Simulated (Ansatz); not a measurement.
**Run report: Co₂PtO₄, geometry relaxation (part 2 of 2)**

Continued. System: Co₂PtO₄ (slab, 7 atoms in the cell). Method: DFT PBEsol, scalar-relativistic, plane waves, PAW, no spin polarisation (Ansatz 0.2.0); cutoff 420 eV, 12×12×1 k-mesh, Gaussian smearing of 0.1 eV. The structure derives from a Materials Project entry. It belongs to a series of runs on one base structure; here: (0 0 1) slab, atoms relaxed.

Geometry of the input (Å; fractional positions):
```
2.8102  0.0000  0.0000
-1.4051  2.4337  0.0000
0.0000  0.0000  22.8253
O  0.0000  0.0000  0.3286
Co 0.3333  0.6667  0.3708
O  0.6667  0.3333  0.4130
Pt 0.6667  0.3333  0.5000
O  0.6667  0.3333  0.5870
Co 0.0000  0.0000  0.6292
O  0.3333  0.6667  0.6714
```

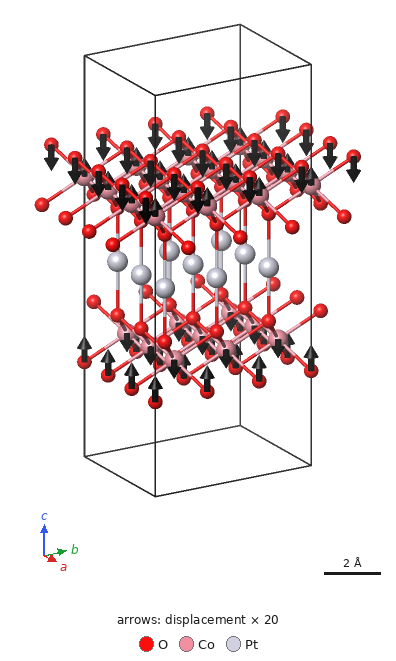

**Figure 1.** The starting structure with the displacements as black arrows, magnified 20 times (ball-and-stick view of the 3 × 3 repeat of the cell, with the vacuum cut short, with bonded neighbours outside it, seen slightly off an axis). After 4 geometry steps the energy has fallen by 18.0 meV per atom. Largest force component: 1.6 eV/Å at the start, 0.017 eV/Å at the end. The largest moves, 0.049 Å, are those of O1 and O7. Largest moves by element: O 0.049 Å, Co 0.035 Å. Pt stays in place. The cell doesn't change. Among the contacts that change: Co6–O7 1.887 → 1.845 Å, Co2–O3 1.887 → 1.904 Å. Among the angles that change: O5–Co6–O7 180.0° → 176.9°, O7–Co6–O7 96.3° → 99.2°, Co2–O1–Co2 96.3° → 99.2°. (Atoms are counted from 1 in the order of the input.)

```
WARN: The output density's exchange-correlation potential varies sharply where the density is thin. Do not read a vacuum level from v_tot or v_xc, or from such a field of the output density. On a cell that repeats whose density bears no net charge and no dipole along the vacuum's axis use v_es (v_loc + v_h of the components); under efield.dipole_correction with no amplitude use v_es + v_field, which holds any external_charges[].barrier, or the levels of the report's work_function block, which leave it out; under a non-zero efield.amplitude the vacuum is tilted and has no level; on a cell that repeats and bears such a dipole with no correction it is tilted too, and efield.dipole_correction with no amplitude gives each side of its ramp a level where efield: is served; in a cell that repeats whose density bears a net charge (total_charge, or a fill off its count) it is curved and has none; of a slab under crystal.periodic whose density bears no net charge use v_es, which has a level on each side, short of where the two are joined; of another it falls or rises all the way out and has none; of a slab beside external_charges read slab_vacuum_level instead, which it has where they leave it neutral. The grid or the basis barely resolves most such structure, and the values can differ between equally converged runs; as a rule a tighter scf.convergence.dr2_threshold does not remove it. Where the density itself ripples (under the LDA too) a higher basis.ecutwfc lessens it. The files hold the spikes' plane waves up to the density's cutoff. Files: v_tot_of_output_density and the like, and their columns of v_z.tsv (output.write_potential); v_xc_of_output_density and the like, and their columns of v_comp_z.tsv (output.write_potential_components). Measured: with its Gaussian average of σ = 0.25 Å subtracted twice, the exchange-correlation potential is over 0.1 eV at 248 of the grid points where the equally averaged density (valence and model cores) is under 1e-3 e/Å³, and 0.327 eV at the most among them, at an averaged density of 9.4e-7 e/Å³. The input density's (outcome.potential() and, of a run that writes arrays, v_tot and v_xc) is over 0.1 eV, so measured, at 3087 points of its own thin density, 0.205 eV at the most. See output.write_potential in the manual, Limitations
SCF converged after 2 iterations
Free energy (F): -24809.445197 eV
Harris-Foulkes:  -24809.445197 eV  (|F-HF|=2.66e-7)
Internal energy: -24809.408046 eV  (E = F + TS)
E sigma→0 (E₀):  -24809.426621 eV
Entropy (-TS):   -0.037151 eV (-5.307 meV/atom)
Fermi energy:    1.905116 eV
Dipole field:    D = -0.000013 V/Å  (p = -0.000011 e·Å, saw-weighted, corrected)
Work function:   Φ+ = 7.2480 eV   Φ− = 7.2477 eV
Levels:          The Fermi level and band energies are counted from a zero that moves with the ramp; work functions are not
--- Per-component energies (eV) ---
  E_band       = -1766.257805
  E_kinetic    = 2235.513954
  E_local      = -113003.205743  (includes V_loc(G=0)·N_el)
  E_nonlocal   = 1304.298573
  E_hartree    = 55083.866777
  E_xc         = -863.726221
  E_vxc        = -1080.868106  (∫ρ·V_xc dr)
  E_paw        = -12880.987149  (= ΣΔE_a)
  E_vpaw       = -1389.708723  (= ΣTr[D̂ρ^β])
  E_aug_tail   = 0.009508  (compensation charges beyond the density's cutoff)
  E_efield     = 0.000000  (sawtooth field / dipole correction)
  E_vefield    = 0.000000  (∫n·V_field dr)
  E_ewald      = 43314.017283
  E_core_change = 0.804971  (= ΣΔE_core)
  E_smearing   = -0.037151  (= −TS)
  E_closure    = 0.000000  (closes the sum)
  Σ components = -24809.445197   (vs F -24809.445197, Δ=0.00e0)
--- Forces (eV/Å), atoms counted from 1 ---
  atom   1  O      0.00000000     0.00000000    -0.00933777
  atom   2  Co     0.00000000     0.00000000    -0.00632667
  atom   3  O     -0.00000000    -0.00000000     0.01668815
  atom   4  Pt     0.00000000     0.00000000     0.00006678
  atom   5  O      0.00000000     0.00000000    -0.01624671
  atom   6  Co    -0.00000000     0.00000000     0.00556956
  atom   7  O      0.00000000     0.00000000     0.00959498
  max |Σ_I F_I| component: 8.32e-6 eV/Å
--- Band table (eV; the first three rows and the last of 19) ---
  k-point 0: bands = ["-96.8878", "-93.2339", "-93.2338", "-56.6331", "-56.6331", "-56.6331", "-56.6331", "-56.6088", "-56.6088", "-51.3676", "-50.7611", "-50.7611", "-18.9212", "-18.7025", "-16.5498", "-16.3959", "-6.5256", "-5.2956", "-4.9899", "-4.1157", "-4.1157", "-4.0300", "-4.0300", "-1.9926", "-1.3948", "-1.3948", "-1.1483", "-1.0989", "-1.0989", "-0.4076", "-0.4076", "0.4902", "0.4902", "0.4924", "0.4924", "1.1965", "1.1965", "1.8598", "1.9393", "4.3651", "4.3651", "4.5240", "4.5240", "5.6625", "7.1604", "8.7335"]
  k-point 1: bands = ["-96.8866", "-93.2334", "-93.2333", "-56.6388", "-56.6388", "-56.6345", "-56.6344", "-56.6079", "-56.6079", "-51.3651", "-50.7819", "-50.7662", "-18.8392", "-18.6172", "-16.5372", "-16.3906", "-6.4805", "-5.1053", "-4.9801", "-4.1745", "-4.0738", "-4.0691", "-3.9774", "-1.8474", "-1.5467", "-1.5065", "-1.2570", "-1.2296", "-1.0270", "-0.8549", "-0.6880", "0.3792", "0.4681", "0.6738", "0.7519", "1.1335", "1.3034", "1.8982", "1.9943", "4.1375", "4.3068", "4.3162", "4.4666", "5.7530", "7.5896", "8.9116"]
  k-point 2: bands = ["-96.8834", "-93.2318", "-93.2318", "-56.6544", "-56.6544", "-56.6381", "-56.6381", "-56.6056", "-56.6055", "-51.3583", "-50.8384", "-50.7803", "-18.6093", "-18.3768", "-16.5026", "-16.3769", "-6.3896", "-5.0302", "-4.6575", "-4.1979", "-4.0387", "-3.9455", "-3.8340", "-2.4588", "-2.0389", "-1.6405", "-1.5904", "-1.4349", "-1.2057", "-0.6911", "-0.6685", "-0.0094", "0.4063", "0.8322", "1.0837", "1.1083", "1.5010", "1.9238", "2.0419", "3.6258", "3.8738", "4.1768", "4.3402", "5.9469", "8.6643", "9.4318"]
  k-point 18: bands = ["-96.8679", "-93.2247", "-93.2246", "-56.6935", "-56.6934", "-56.6909", "-56.6908", "-56.5941", "-56.5941", "-51.3257", "-50.9765", "-50.9765", "-17.4624", "-17.1320", "-16.2149", "-16.2148", "-5.7930", "-5.1874", "-5.1873", "-4.5389", "-4.5388", "-4.4406", "-3.7992", "-3.1666", "-2.3454", "-2.3453", "-1.7125", "-1.7125", "-1.2869", "-1.2869", "-0.3869", "-0.3869", "0.6998", "0.6998", "0.8736", "1.3333", "1.8421", "1.8421", "2.7489", "3.5237", "3.5239", "3.7413", "4.0208", "9.7686", "9.7686", "10.0547"]
--- Relaxed structure (5 steps of the walk, 5 accepted, 0 SCFs on fresh bases) ---
  F+E_penalty+E_count = -24809.44519725 eV   max|allowed force component| = 1.669e-2 eV/Å
  atoms:
    - { symbol: O, position: [-8.990780373982433e-17, 6.032713920772116e-18, 0.33073152338806167] }
    - { symbol: Co, position: [0.33333333333333315, 0.6666666666666666, 0.369241151333789] }
    - { symbol: O, position: [0.6666666666666665, 0.3333333333333332, 0.41291116039214903] }
    - { symbol: Pt, position: [0.6666666666666665, 0.3333333333333332, 0.4999996385140285] }
    - { symbol: O, position: [0.6666666666666665, 0.3333333333333332, 0.5870880896010537] }
    - { symbol: Co, position: [-9.06452462182182e-17, 5.8220160697930035e-18, 0.630759808745085] }
    - { symbol: O, position: [0.33333333333333315, 0.6666666666666666, 0.6692686280258326] }
```

Trajectory as extended XYZ (Å, eV, eV/Å), 5 frames, from step=1 to step=5
```
7
Lattice="2.8102 0.0000 0.0000 -1.4051 2.4337 0.0000 0.0000 0.0000 22.8253" Properties=species:S:1:pos:R:3:forces:R:3 step=1 energy=-24809.31908
O     0.0000    0.0000    7.5000    0.0000   0.0000   1.3238
Co    0.0000    1.6225    8.4632    0.0000   0.0000  -1.6421
O     1.4051    0.8112    9.4265    0.0000   0.0000   0.1766
Pt    1.4051    0.8112   11.4127    0.0000   0.0000   0.0000
O     1.4051    0.8112   13.3989    0.0000   0.0000  -0.1766
Co    0.0000    0.0000   14.3621    0.0000   0.0000   1.6421
O     0.0000    1.6225   15.3253    0.0000   0.0000  -1.3238
7
Lattice="2.8102 0.0000 0.0000 -1.4051 2.4337 0.0000 0.0000 0.0000 22.8253" Properties=species:S:1:pos:R:3:forces:R:3 step=2 energy=-24809.40346
O     0.0000    0.0000    7.5207    0.0000   0.0000   0.7593
Co    0.0000    1.6225    8.4467    0.0000   0.0000  -0.9921
O     1.4051    0.8112    9.4199    0.0000   0.0000   0.2353
Pt    1.4051    0.8112   11.4127    0.0000   0.0000   0.0000
O     1.4051    0.8112   13.4054    0.0000   0.0000  -0.2353
Co    0.0000    0.0000   14.3787    0.0000   0.0000   0.9921
O     0.0000    1.6225   15.3046    0.0000   0.0000  -0.7593
7
Lattice="2.8102 0.0000 0.0000 -1.4051 2.4337 0.0000 0.0000 0.0000 22.8253" Properties=species:S:1:pos:R:3:forces:R:3 step=3 energy=-24809.44465
O     0.0000    0.0000    7.5504    0.0000   0.0000  -0.0621
Co    0.0000    1.6225    8.4267    0.0000   0.0000   0.0199
O     1.4051    0.8112    9.4212    0.0000   0.0000   0.0962
Pt    1.4051    0.8112   11.4127    0.0000   0.0000   0.0000
O     1.4051    0.8112   13.4041    0.0000   0.0000  -0.0963
Co    0.0000    0.0000   14.3986    0.0000   0.0000  -0.0197
O     0.0000    1.6225   15.2749    0.0000   0.0000   0.0620
7
Lattice="2.8102 0.0000 0.0000 -1.4051 2.4337 0.0000 0.0000 0.0000 22.8253" Properties=species:S:1:pos:R:3:forces:R:3 step=4 energy=-24809.44520
O     0.0000    0.0000    7.5491    0.0000   0.0000  -0.0093
Co    0.0000    1.6225    8.4280    0.0000   0.0000  -0.0063
O     1.4051    0.8112    9.4248    0.0000   0.0000   0.0168
Pt    1.4051    0.8112   11.4127    0.0000   0.0000   0.0000
O     1.4051    0.8112   13.4005    0.0000   0.0000  -0.0164
Co    0.0000    0.0000   14.3973    0.0000   0.0000   0.0056
O     0.0000    1.6225   15.2763    0.0000   0.0000   0.0096
7
Lattice="2.8102 0.0000 0.0000 -1.4051 2.4337 0.0000 0.0000 0.0000 22.8253" Properties=species:S:1:pos:R:3:forces:R:3 step=5 energy=-24809.44520
O     0.0000    0.0000    7.5491    0.0000   0.0000  -0.0093
Co    0.0000    1.6225    8.4280    0.0000   0.0000  -0.0063
O     1.4051    0.8112    9.4248    0.0000   0.0000   0.0167
Pt    1.4051    0.8112   11.4127    0.0000   0.0000   0.0001
O     1.4051    0.8112   13.4005    0.0000   0.0000  -0.0162
Co    0.0000    0.0000   14.3973    0.0000   0.0000   0.0056
O     0.0000    1.6225   15.2763    0.0000   0.0000   0.0096
```

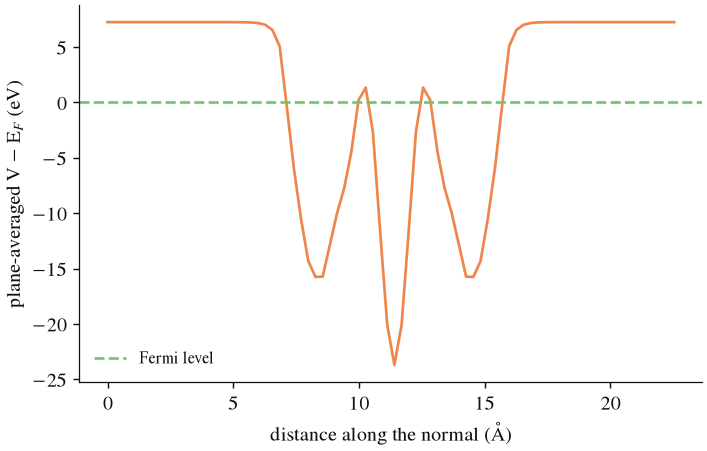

**Figure 2.** Plane average of the electrostatic potential energy of an electron across the cell, from the Fermi level. The vacuum level lies 7.25 eV above the Fermi level.

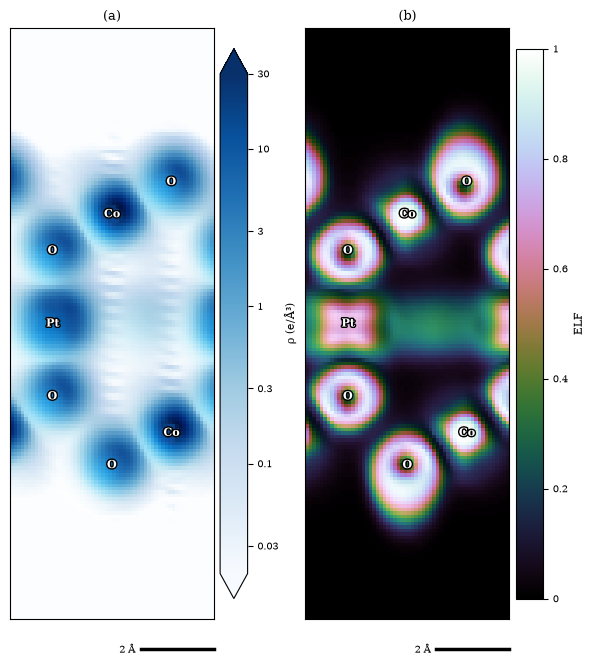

**Figure 3.** (a) valence charge density (pseudo); (b) electron localisation function on the (110) plane of the calculation cell, a cut from vacuum to vacuum. Atoms in the plane: O, Co and Pt. Co–O (1.85 Å): the density is about 0.9 e/Å³ at the midpoint; the ELF is about 0.25 at the midpoint (a polar contact without a shared pair, in a metal). Pt–O (1.99 Å): the density is about 0.93 e/Å³ at the midpoint; the ELF is about 0.20 at the midpoint; no shared pair; the contact is polar. Co–O (1.90 Å): ρ is about 0.73 e/Å³ halfway; the ELF is about 0.20 at the midpoint; a polar contact without a shared pair, in a metal. The density dies away to nearly zero in the vacuum. The strong features right at Co and Pt lie inside the PAW spheres (semicore, d or f shells) and say nothing about bonding. Core electrons are frozen (PAW), so the fields are smoothed inside the atomic spheres.

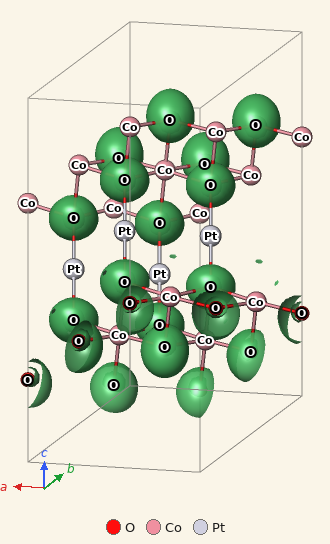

**Figure 4.** Isosurface of the ELF at 0.7 (green), seen at an oblique angle. Core shells and regions of very low density are left out. Sticks mark near contacts. Counts are for one cell; the picture repeats the cell along the surface. Profiles from the grid: Co–O (1.85 Å): the ELF is about 0.25 at the midpoint (a polar contact without a shared pair, in a metal). Pt–O (1.99 Å): the ELF is about 0.20 at the midpoint (no shared pair; the contact is polar).

Results in brief

```tsv
quantity	value
outcome	converged
electrons treated	76
free energy	−24809.4452 eV
work function, top face	7.25 eV
work function, bottom face	7.25 eV
Fermi energy	1.905 eV
gap on the k-point mesh	none (metallic)
final volume	156.11 Å³
work function (upper face)	7.25 eV
largest force (length of the vector) at the end	0.017 eV/Å
hardware	1 thread of AMD EPYC (Zen 3), 32 GiB of memory available, shared host
wall time	67 s
peak memory	0.5 GiB
```

Notes

The program warns: the exchange-correlation potential is rough where the density is thin. The run has no spin polarisation, so a magnetic state may lie lower. Spin–orbit coupling is left out, which matters for Pt.
